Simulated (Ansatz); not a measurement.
**TaC2: a trial structure relaxed, part 1 of 2**

Aim: relax a trial structure of TaC2 and see where it ends.

Computed with Ansatz 0.2.0 (DFT PBE, scalar-relativistic, plane waves, PAW, unless a step's input says otherwise).

## 1. Starting point

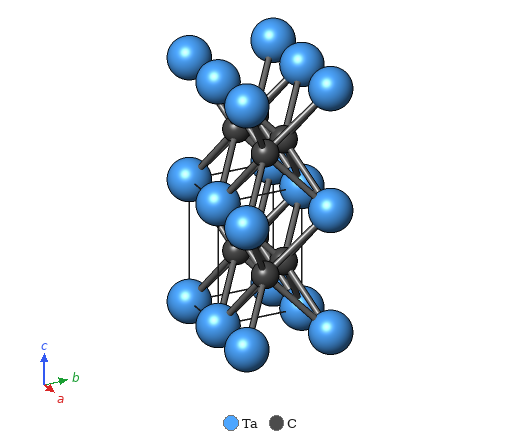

The starting structure, seen slightly off an axis (tantalum blue, carbon dark grey). 2×1×2 cells are drawn. Atoms on the faces are drawn again on the opposite ones.

Coordinates:

```cif
data_structure
_symmetry_space_group_name_H-M 'P 1'
_symmetry_Int_Tables_number 1
_cell_length_a 3.4104
_cell_length_b 3.4104
_cell_length_c 3.6347
_cell_angle_alpha 90.000
_cell_angle_beta 90.000
_cell_angle_gamma 120.000
_cell_volume 36.61
loop_
_atom_site_label
_atom_site_type_symbol
_atom_site_fract_x
_atom_site_fract_y
_atom_site_fract_z
_atom_site_occupancy
Ta1 Ta 0.00000 0.00000 0.00000 1
C1 C 0.33333 0.66667 0.50000 1
C2 C 0.66667 0.33333 0.50000 1
```

Recipe of the guess: species swapped into a database cell of TiB2 (P6/mmm, No. 191), with Ta on the Ti sites and C on the B sites. The dimensions are guesses.

## 2. A first look at the guess

input.yaml reads:

```yaml
crystal:
  lattice:
    - [3.41039486, 0.0, 0.0]
    - [-1.70519743, 2.95348858, 0.0]
    - [0.0, 0.0, 3.63466211]
  atoms:
    - { symbol: Ta, position: [0.0, 0.0, 0.0] }
    - { symbol: C, position: [0.33333333, 0.66666667, 0.5] }
    - { symbol: C, position: [0.66666667, 0.33333333, 0.5] }
basis:
  ecutwfc: 420
kpoints:
  mp_grid: { grid: [6, 6, 6] }
hamiltonian:
  xc: pbe
scf:
  occupations: { method: gaussian, width: 0.1 }
  lower_state_search: "off"
output:
  forces: true
  stress: true
  eigenvalues: true
```

Started as:

```console
ansatz run input.yaml --threads 1 --pin off --max-ram 2560MiB --backend cpu --events-out ev --progress --plain --runs-dir out
```

Standard output (excerpt; [...] marks lines left out):

```text
Warning: RAYON_NUM_THREADS=1 ignored (pool sized by the plan → 1); use --threads N
[...]
Pseudopotentials: kind: paw
Pseudopotential: Ta, paw, valence charge 13, recommended cutoff 420 eV (normal), Ta.paw.azcp
Pseudopotential: C, paw, valence charge 4, recommended cutoff 420 eV (normal), C.paw.azcp
Functional definition: PBE
[...]
Crystal: 3 atoms, lattice volume = 36.610 Å³
Basis set: ecut = 420 eV, 721 PW (Γ), exchange–correlation on 48×48×50 points (8 copies of the dense FFT grid, shifted against one another)
Bands: 15, of which v1, the nominal top of the filled ones, is band 11 counted from 1 (10 counted from 0)
Symmetry: 24 space group operations
Space group: P6/mmm (ITA 191), of the structure as read, at distance tolerance 3.3e-5 Å
k-points: 28 of 216
[...]
SCF iter   1: F=—  HF=-10428.118411 eV  |F-HF|=—  |Δ(HF+E_count)|=         —  Δρ=1.43e-2  dr2=1.58e-1  ethr=1.77e-3  ⟨swp⟩=5.2  Hψ=1899  notcnv=0
[...]
SCF iter   6: F=-10428.094532 eV  HF=-10428.094532 eV  |F-HF|=1.28e-8  |Δ(HF+E_count)|=   4.10e-8  Δρ=4.73e-6  dr2=1.50e-8  ethr=4.67e-10  ⟨swp⟩=4.1  Hψ=1729  notcnv=0
[...]
SCF converged after 6 iterations
Free energy (F): -10428.094532 eV
[...]
E sigma→0 (E₀):  -10428.090956 eV
Entropy (-TS):   -0.007151 eV (-2.384 meV/atom)
Fermi energy:    14.134315 eV
[...]
--- Forces (eV/Å), atoms counted from 1 ---
  atom   1  Ta    -0.00000000    -0.00000000     0.00000000
  atom   2  C      0.00000000    -0.00000000     0.00000000
  atom   3  C      0.00000000     0.00000000     0.00000000
[...]
--- Stress (GPa, compression-positive) ---
      -33.295954       0.000000      -0.000000
        0.000000     -33.295954      -0.000000
       -0.000000      -0.000000     -58.420732
  P = ⅓ Tr σ = -41.6709 GPa (-416.709 kbar)
--- Band table (eV; the first three rows and the last of 28) ---
  k-point 0: bands = ["-55.5795", "-21.9533", "-21.8600", "-21.8600", "-1.4760", "9.4379", "9.4379", "9.7833", "10.4812", "10.5873", "15.1953", "15.1953", "15.3599", "15.3599", "15.7994"]
[...]
```

Run time: 0.86 s. Hardware: 1 thread of Intel Xeon Platinum 8488C (Sapphire Rapids), shared host; peak memory 0.35 GiB.

Read-out: pressure -41.7 GPa, largest force 0.00 eV/Å, gap on this mesh none (metal). A cheap, loose relaxation comes first.

## 3. Rough relaxation on the coarse mesh

input.yaml, as its differences from that of step 2:

```diff
@@ -22 +22,6 @@
   eigenvalues: true
+relax:
+  adjacent_minimum: "off"
+  f_tol: 0.04
+  max_steps: 70
+  cell: { stress_tol: 0.4 }
```

Started as:

```console
ansatz run input.yaml --threads 1 --pin off --max-ram 2560MiB --backend cpu --events-out ev --progress --plain --runs-dir out
```

Standard output:

```text
Warning: RAYON_NUM_THREADS=1 ignored (pool sized by the plan → 1); use --threads N
Engine: ansatz 0.2.0, x86_64-unknown-linux-gnu
[... 4 set-up lines as earlier in the session ...]
  parameter kappa = 0.804
  parameter beta = 0.06672455060314922
  exchange = pbe_x(kappa = kappa, mu = beta*pi^2/3)
  correlation = pbe_c(beta = beta)
Crystal: 3 atoms, lattice volume = 36.610 Å³
Basis set: ecut = 420 eV, 721 PW (Γ), exchange–correlation on 48×48×50 points (8 copies of the dense FFT grid, shifted against one another)
Bands: 15, of which v1, the nominal top of the filled ones, is band 11 counted from 1 (10 counted from 0)
[... 2 set-up lines as earlier in the session ...]
k-points: 28 of 216
Non-local potential: Ta, projectors of the file, l = 0: 3, l = 1: 2, l = 2: 2, l = 3: 1
Non-local potential: C, projectors of the file, l = 0: 2, l = 1: 2, l = 2: 1
PAW form: soft (Blöchl's): semilocal exchange-correlation on the pseudo side does not see the compensation charge
PAW one-centre angular grid: Ta, 590 points (default); XC on 64 Gauss nodes
PAW one-centre angular grid: C, 110 points (default); XC on 64 Gauss nodes
Initial density: superposition of atomic densities (neutral atoms: chi_scale 0, normalization atom), corrected by the library's trained network
Initial wavefunctions: pseudopotential atomic-orbital guess
Functional: x = pbe(κ = 0.804, μ = 0.2195149727645171), c = pbe(β = 0.06672455060314922)
SCF iter   1: F=—  HF=-10428.118411 eV  |F-HF|=—  |Δ(HF+E_count)|=         —  Δρ=1.43e-2  dr2=1.58e-1  ethr=1.77e-3  ⟨swp⟩=5.2  Hψ=1899  notcnv=0
preconditioner: auto → none  [insulator: Δε(μ)=0.124 eV  Ē_g=7.989 eV  σ=0.100 eV  W_gap=0.51  n_scr=8 (ndim 8)  ℏωp=22.1 eV  f_vac=0.000  D(μ)=0.93/eV (n_scr^D=8)  ε∞_Penn≈8.7]
SCF iter   2: F=—  HF=-10428.095201 eV  |F-HF|=—  |Δ(HF+E_count)|=   2.32e-2  Δρ=3.42e-3  dr2=7.16e-3  ethr=7.52e-4  ⟨swp⟩=1.2  Hψ=655  notcnv=0
SCF iter   3: F=—  HF=-10428.094498 eV  |F-HF|=—  |Δ(HF+E_count)|=   7.04e-4  Δρ=9.38e-4  dr2=1.15e-4  ethr=3.41e-5  ⟨swp⟩=2.0  Hψ=475  notcnv=0
SCF iter   4: F=—  HF=-10428.094554 eV  |F-HF|=—  |Δ(HF+E_count)|=   5.69e-5  Δρ=1.36e-4  dr2=9.04e-6  ethr=5.47e-7  ⟨swp⟩=2.6  Hψ=604  notcnv=0
SCF iter   5: F=—  HF=-10428.094532 eV  |F-HF|=—  |Δ(HF+E_count)|=   2.29e-5  Δρ=2.13e-5  dr2=9.81e-8  ethr=4.30e-8  ⟨swp⟩=2.2  Hψ=524  notcnv=0
SCF iter   6: F=-10428.094532 eV  HF=-10428.094532 eV  |F-HF|=1.29e-8  |Δ(HF+E_count)|=   4.11e-8  Δρ=4.74e-6  dr2=1.50e-8  ethr=4.67e-10  ⟨swp⟩=4.1  Hψ=1732  notcnv=0
SCF 1 converged in 6 iterations: F = -10428.094532 eV  dr2 = 1.50e-8
relax step   1: F+E_penalty+E_count = -10428.09453156 eV  Δ(F+E_penalty+E_count) = +0.000e0 eV  max|allowed force component| = 5.921e-16 eV/Å  Δτ_max = 0.0000 Å  P = -41.671 GPa  Ω = 36.610 Å³  (6 SCF iters, dr2 threshold 1.00e-7 eV, accepted)
Crystal: 3 atoms, lattice volume = 33.241 Å³
Basis set: ecut = 420 eV, 647 PW (Γ), exchange–correlation on 48×48×50 points (8 copies of the dense FFT grid, shifted against one another)
Initial density: handed on by an earlier stage of this run
Initial wavefunctions: those handed on with the density
iter 1 solved again at ethr=2.48e-4 eV; its pass at ethr=3.10e-3 eV (dr2=5.20e-2 eV) is discarded
SCF iter   1: F=—  HF=-10429.025052 eV  |F-HF|=—  |Δ(HF+E_count)|=         —  Δρ=1.03e-2  dr2=5.25e-2  ethr=2.48e-4  ⟨swp⟩=1.0  Hψ=2845  notcnv=0
preconditioner: auto → none  [insulator: Δε(μ)=0.199 eV  Ē_g=8.633 eV  σ=0.100 eV  W_gap=0.66  n_scr=8 (ndim 8)  ℏωp=23.2 eV  f_vac=0.000  D(μ)=1.16/eV (n_scr^D=8)  ε∞_Penn≈8.2]
SCF iter   2: F=—  HF=-10429.017201 eV  |F-HF|=—  |Δ(HF+E_count)|=   7.85e-3  Δρ=2.39e-3  dr2=2.02e-3  ethr=2.48e-4  ⟨swp⟩=1.5  Hψ=452  notcnv=0
SCF iter   3: F=—  HF=-10429.017118 eV  |F-HF|=—  |Δ(HF+E_count)|=   8.32e-5  Δρ=5.79e-4  dr2=7.44e-5  ethr=9.61e-6  ⟨swp⟩=1.7  Hψ=464  notcnv=0
SCF iter   4: F=—  HF=-10429.017153 eV  |F-HF|=—  |Δ(HF+E_count)|=   3.49e-5  Δρ=9.71e-5  dr2=1.92e-6  ethr=3.54e-7  ⟨swp⟩=2.4  Hψ=575  notcnv=0
iter 5 did not close the SCF: its close was put off for the readings that it lacked (scf_convergence_deferred on its scf_iter line)
SCF iter   5: F=-10429.017154 eV  HF=-10429.017154 eV  |F-HF|=1.01e-9  |Δ(HF+E_count)|=   5.67e-7  Δρ=1.03e-5  dr2=1.21e-8  ethr=9.14e-9  ⟨swp⟩=2.3  Hψ=612  notcnv=0
SCF iter   6: F=-10429.017154 eV  HF=-10429.017154 eV  |F-HF|=4.80e-10  |Δ(HF+E_count)|=   3.40e-9  Δρ=1.28e-6  dr2=6.63e-10  ethr=5.75e-11  ⟨swp⟩=1.6  Hψ=1269  notcnv=0
SCF 2 converged in 6 iterations: F = -10429.017154 eV  dr2 = 6.63e-10
relax step   2: F+E_penalty+E_count = -10429.01715352 eV  Δ(F+E_penalty+E_count) = -9.226e-1 eV  max|allowed force component| = 1.135e-15 eV/Å  Δτ_max = 0.0000 Å  P = -35.217 GPa  Ω = 33.241 Å³  energy of the carried Pulay correction = +5.759e-3 eV  (6 SCF iters, dr2 threshold 3.00e-7 eV, accepted)
Crystal: 3 atoms, lattice volume = 30.214 Å³
Basis set: ecut = 420 eV, 611 PW (Γ), exchange–correlation on 48×48×50 points (8 copies of the dense FFT grid, shifted against one another)
iter 1 solved again at ethr=2.55e-4 eV; its pass at ethr=3.10e-3 eV (dr2=5.35e-2 eV) is discarded
SCF iter   1: F=—  HF=-10429.683862 eV  |F-HF|=—  |Δ(HF+E_count)|=         —  Δρ=1.11e-2  dr2=5.43e-2  ethr=2.55e-4  ⟨swp⟩=1.0  Hψ=2849  notcnv=0
preconditioner: auto → none  [insulator: Δε(μ)=0.129 eV  Ē_g=9.447 eV  σ=0.100 eV  W_gap=0.53  n_scr=8 (ndim 8)  ℏωp=24.4 eV  f_vac=0.000  D(μ)=0.82/eV (n_scr^D=2)  ε∞_Penn≈7.6]
SCF iter   2: F=—  HF=-10429.673919 eV  |F-HF|=—  |Δ(HF+E_count)|=   9.94e-3  Δρ=2.91e-3  dr2=3.06e-3  ethr=2.55e-4  ⟨swp⟩=2.1  Hψ=488  notcnv=0
SCF iter   3: F=—  HF=-10429.673600 eV  |F-HF|=—  |Δ(HF+E_count)|=   3.19e-4  Δρ=5.08e-4  dr2=4.12e-5  ethr=1.46e-5  ⟨swp⟩=2.1  Hψ=497  notcnv=0
SCF iter   4: F=—  HF=-10429.673642 eV  |F-HF|=—  |Δ(HF+E_count)|=   4.20e-5  Δρ=6.35e-5  dr2=7.11e-7  ethr=1.96e-7  ⟨swp⟩=2.6  Hψ=682  notcnv=0
iter 5 did not close the SCF: its close was put off for the readings that it lacked (scf_convergence_deferred on its scf_iter line)
SCF iter   5: F=-10429.673642 eV  HF=-10429.673642 eV  |F-HF|=2.91e-9  |Δ(HF+E_count)|=   1.60e-7  Δρ=1.10e-5  dr2=1.71e-8  ethr=3.38e-9  ⟨swp⟩=2.3  Hψ=680  notcnv=0
SCF iter   6: F=-10429.673642 eV  HF=-10429.673642 eV  |F-HF|=1.82e-11  |Δ(HF+E_count)|=   2.59e-9  Δρ=1.49e-6  dr2=3.29e-10  ethr=8.16e-11  ⟨swp⟩=2.0  Hψ=1289  notcnv=0
SCF 3 converged in 6 iterations: F = -10429.673642 eV  dr2 = 3.29e-10
relax step   3: F+E_penalty+E_count = -10429.67364232 eV  Δ(F+E_penalty+E_count) = -6.565e-1 eV  max|allowed force component| = 1.456e-15 eV/Å  Δτ_max = 0.0000 Å  P = -22.122 GPa  Ω = 30.214 Å³  energy of the carried Pulay correction = +1.144e-2 eV  (6 SCF iters, dr2 threshold 3.00e-7 eV, accepted)
[... 12 lines left out ...]
relax step   4: F+E_penalty+E_count = -10429.96327663 eV  Δ(F+E_penalty+E_count) = -2.896e-1 eV  max|allowed force component| = 1.483e-15 eV/Å  Δτ_max = 0.0000 Å  P = -3.316 GPa  Ω = 27.843 Å³  energy of the carried Pulay correction = +1.639e-2 eV  (6 SCF iters, dr2 threshold 3.00e-7 eV, accepted)
[... 13 lines left out ...]
relax step   5: F+E_penalty+E_count = -10429.98007972 eV  Δ(F+E_penalty+E_count) = -1.680e-2 eV  max|allowed force component| = 7.648e-16 eV/Å  Δτ_max = 0.0000 Å  P = +1.792 GPa  Ω = 27.489 Å³  energy of the carried Pulay correction = +1.752e-2 eV  (6 SCF iters, dr2 threshold 3.00e-7 eV, accepted)
[... 13 lines left out ...]
relax step   6: F+E_penalty+E_count = -10429.98708846 eV  Δ(F+E_penalty+E_count) = -7.009e-3 eV  max|allowed force component| = 1.665e-15 eV/Å  Δτ_max = 0.0000 Å  P = -0.053 GPa  Ω = 27.611 Å³  energy of the carried Pulay correction = +1.709e-2 eV  (6 SCF iters, dr2 threshold 3.00e-7 eV, accepted)
[... 13 lines left out ...]
relax step   7: F+E_penalty+E_count = -10429.98749890 eV  Δ(F+E_penalty+E_count) = -4.104e-4 eV  max|allowed force component| = 1.459e-15 eV/Å  Δτ_max = 0.0000 Å  P = -0.028 GPa  Ω = 27.620 Å³  energy of the carried Pulay correction = +1.712e-2 eV  (6 SCF iters, dr2 threshold 3.00e-7 eV, accepted)
Basis set: ecut = 420 eV, 551 PW (Γ), exchange–correlation on 48×48×48 points (8 copies of the dense FFT grid, shifted against one another)
Initial wavefunctions: pseudopotential atomic-orbital guess (no wavefunctions were taken with the density)
iter 1 solved again at ethr=1.45e-7 eV; its pass at ethr=3.10e-3 eV (dr2=3.05e-5 eV) is discarded
SCF iter   1: F=—  HF=-10429.982493 eV  |F-HF|=—  |Δ(HF+E_count)|=         —  Δρ=4.70e-4  dr2=9.19e-6  ethr=1.45e-7  ⟨swp⟩=3.0  Hψ=3112  notcnv=0
preconditioner: auto → none  [insulator: Δε(μ)=0.116 eV  Ē_g=10.118 eV  σ=0.100 eV  W_gap=0.53  n_scr=8 (ndim 8)  ℏωp=25.5 eV  f_vac=0.000  D(μ)=1.13/eV (n_scr^D=8)  ε∞_Penn≈7.3]
SCF iter   2: F=—  HF=-10429.982512 eV  |F-HF|=—  |Δ(HF+E_count)|=   1.93e-5  Δρ=2.33e-4  dr2=1.66e-6  ethr=4.37e-8  ⟨swp⟩=2.2  Hψ=597  notcnv=0
SCF iter   3: F=—  HF=-10429.982519 eV  |F-HF|=—  |Δ(HF+E_count)|=   7.00e-6  Δρ=3.16e-5  dr2=3.01e-8  ethr=7.93e-9  ⟨swp⟩=2.0  Hψ=588  notcnv=0
iter 4 did not close the SCF: its close was put off for the readings that it lacked (scf_convergence_deferred on its scf_iter line)
SCF iter   4: F=-10429.982519 eV  HF=-10429.982519 eV  |F-HF|=9.09e-11  |Δ(HF+E_count)|=   1.29e-7  Δρ=1.77e-6  dr2=3.49e-10  ethr=1.43e-10  ⟨swp⟩=2.0  Hψ=606  notcnv=0
iter 5 did not close the SCF: its close was put off for the readings that it lacked (scf_convergence_deferred on its scf_iter line)
SCF iter   5: F=-10429.982519 eV  HF=-10429.982519 eV  |F-HF|=2.00e-11  |Δ(HF+E_count)|=  1.84e-10  Δρ=3.16e-7  dr2=3.14e-11  ethr=1.66e-12  ⟨swp⟩=2.5  Hψ=649  notcnv=0
SCF iter   6: F=-10429.982519 eV  HF=-10429.982519 eV  |F-HF|=3.64e-12  |Δ(HF+E_count)|=  7.28e-12  Δρ=2.84e-8  dr2=6.60e-14  ethr=1.00e-12  ⟨swp⟩=2.0  Hψ=1225  notcnv=0
SCF 8 converged in 6 iterations: F = -10429.982519 eV  dr2 = 6.60e-14
relax step   8: F+E_penalty+E_count = -10429.98251942 eV  Δ(F+E_penalty+E_count) = +4.979e-3 eV  max|allowed force component| = 1.459e-15 eV/Å  Δτ_max = 0.0000 Å  P = -0.299 GPa  Ω = 27.620 Å³  stress off target by 3.62e-1 GPa  SCF on the basis re-selected at this cell (its energy is not comparable with the rows above)  (6 SCF iters)
basis re-selected at this cell: Δ(F+E_penalty+E_count) = +4.979e-3 eV, ΔP = -0.271 GPa vs the last step (what re-selecting the basis moved, of the pressure what is left beyond the Pulay correction that the steps carried, after the strain that the cell walked since its last selection, with what the two solves' SCF thresholds leave and, on support functions, any second-order correction that the steps lacked; it is no measure of the basis error at this ecutwfc). The dense FFT grid was sized anew with the basis: this SCF ran on 24×24×24 points, the steps before it on 24×24×25, so part of this shift can come from that change (see relax.cell in the input reference). This SCF's stress stands 3.62e-1 GPa from its target on what of the cell is left free (relax.cell.stress_tol is 4.00e-1 GPa) and its largest allowed force component is 1.46e-15 eV/Å (relax.f_tol is 4.00e-2 eV/Å): within both
SCF converged after 6 iterations
Free energy (F): -10429.982519 eV
Harris-Foulkes:  -10429.982519 eV  (|F-HF|=3.64e-12)
Internal energy: -10429.976864 eV  (E = F + TS)
E sigma→0 (E₀):  -10429.979692 eV
Entropy (-TS):   -0.005656 eV (-1.885 meV/atom)
Fermi energy:    19.613774 eV
--- Per-component energies (eV) ---
  E_band       = -35.766307
  E_kinetic    = 540.007103
  E_local      = -571.806549  (includes V_loc(G=0)·N_el)
  E_nonlocal   = 69.074807
  E_hartree    = 187.837217
  E_xc         = -315.535794
  E_vxc        = -324.591378  (∫ρ·V_xc dr)
  E_paw        = -8593.221598  (= ΣΔE_a)
  E_vpaw       = -124.124878  (= ΣTr[D̂ρ^β])
  E_aug_tail   = 0.000152  (compensation charges beyond the density's cutoff)
  E_ewald      = -1746.332202
  E_smearing   = -0.005656  (= −TS)
  E_closure    = 0.000000  (closes the sum)
  Σ components = -10429.982519   (vs F -10429.982519, Δ=0.00e0)
--- Forces (eV/Å), atoms counted from 1 ---
  atom   1  Ta     0.00000000     0.00000000     0.00000000
  atom   2  C      0.00000000     0.00000000     0.00000000
  atom   3  C     -0.00000000    -0.00000000    -0.00000000
  max |Σ_I F_I| component: 7.40e-17 eV/Å
--- Stress (GPa, compression-positive) ---
       -0.361861      -0.000000      -0.000000
       -0.000000      -0.361861       0.000000
       -0.000000       0.000000      -0.173608
  P = ⅓ Tr σ = -0.2991 GPa (-2.991 kbar)
--- Band table (eV; the first three rows and the last of 28) ---
  k-point 0: bands = ["-49.6333", "-16.0381", "-16.0381", "-15.9443", "1.5931", "12.6447", "12.6447", "15.2572", "15.4333", "15.6731", "20.6867", "20.6867", "21.4306", "21.4306", "22.4725"]
  k-point 1: bands = ["-49.6266", "-16.0982", "-16.0236", "-16.0236", "2.0599", "12.8965", "12.9830", "12.9830", "15.9019", "17.5459", "18.3186", "18.3186", "21.5864", "21.5864", "21.8270"]
  k-point 2: bands = ["-49.6131", "-16.3934", "-15.9945", "-15.9945", "3.1852", "10.3886", "13.8850", "13.8850", "16.5029", "16.5552", "16.5552", "19.4888", "19.4888", "20.4013", "20.5128"]
  k-point 27: bands = ["-49.5841", "-16.4085", "-16.2434", "-16.2434", "5.9173", "5.9173", "11.8399", "13.4969", "13.4969", "20.7029", "20.7029", "21.9260", "24.1102", "24.1102", "25.0231"]
--- Relaxed structure (7 steps of the walk, 7 accepted, 1 SCFs on fresh bases) ---
  F+E_penalty+E_count = -10429.98251942 eV   max|allowed force component| = 1.459e-15 eV/Å   (the final SCF, on the basis selected at the relaxed cell)
  cell:  # Å, volume = 27.6198 Å³
    - [3.2473620836245995, -6.313371469549264e-33, 1.6483998615011073e-35]
    - [-1.6236810418122998, 2.8122980597052702, 2.06171442639183e-33]
    - [1.7567984853532707e-35, 2.5473578037622512e-33, 3.024323335624846]
  atoms:
    - { symbol: Ta, position: [9.890438281206333e-35, -1.1592648356835378e-34, 0.0] }
    - { symbol: C, position: [0.3333333333333333, 0.6666666666666666, 0.5000000000000001] }
    - { symbol: C, position: [0.6666666666666666, 0.3333333333333333, 0.5000000000000001] }
```

Wall time 7.3 s (1 thread of Intel Xeon Platinum 8488C (Sapphire Rapids), shared host); peak memory 0.37 GiB.

The steps of the relaxation:

| step | E - E(step 1) (eV/cell) | largest force component (eV/Å) | pressure (GPa) | volume (Å³) |
| --- | --- | --- | --- | --- |
| 1 | 0.0000 | 0.0000 | -41.67 | 36.61 |
| 2 | -0.9226 | 0.0000 | -35.22 | 33.24 |
| 3 | -1.5791 | 0.0000 | -22.12 | 30.21 |
| 4 | -1.8687 | 0.0000 | -3.32 | 27.84 |
| 5 | -1.8855 | 0.0000 | 1.79 | 27.49 |
| 6 | -1.8926 | 0.0000 | -0.05 | 27.61 |
| 7 | -1.8930 | 0.0000 | -0.03 | 27.62 |
| 8 | -1.8880 | 0.0000 | -0.30 | 27.62 |

Step 1 is the start. Step 8 repeats the geometry before it on a plane-wave basis chosen anew for that cell, so its energy need not be comparable with the rows above.

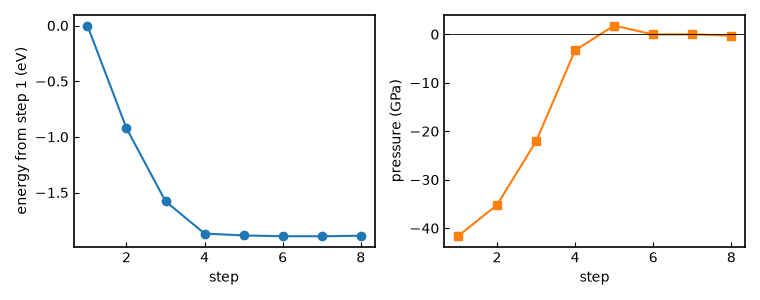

Energy and pressure along the relaxation.

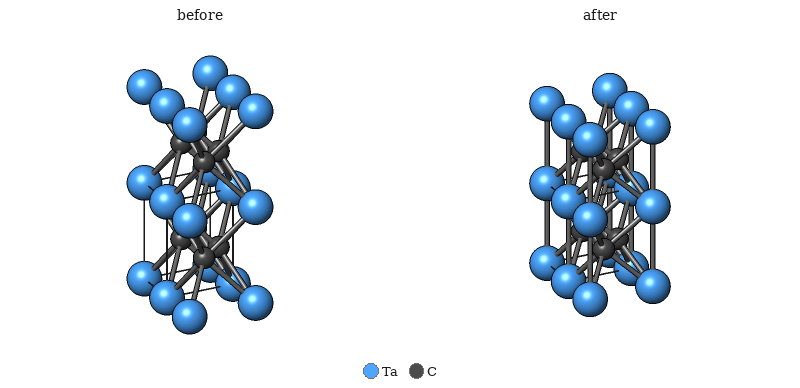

The structure before (left) and after (right) the relaxation, drawn at the same scale.

|  | before | after | change |
| --- | --- | --- | --- |
| a (Å) | 3.410 | 3.247 | -4.8 % |
| b (Å) | 3.410 | 3.247 | -4.8 % |
| c (Å) | 3.635 | 3.024 | -16.8 % |
| volume (Å³/atom) | 12.20 | 9.21 | -24.6 % |
| shortest distance (Å) | 1.969 | 1.875 | -4.8 % |
| space group (0.01 Å) | P6/mmm | P6/mmm | same |

The run keeps the 24 symmetry operations of the start, so it could not have lowered the symmetry.

(Continued in part 2 of 2.)
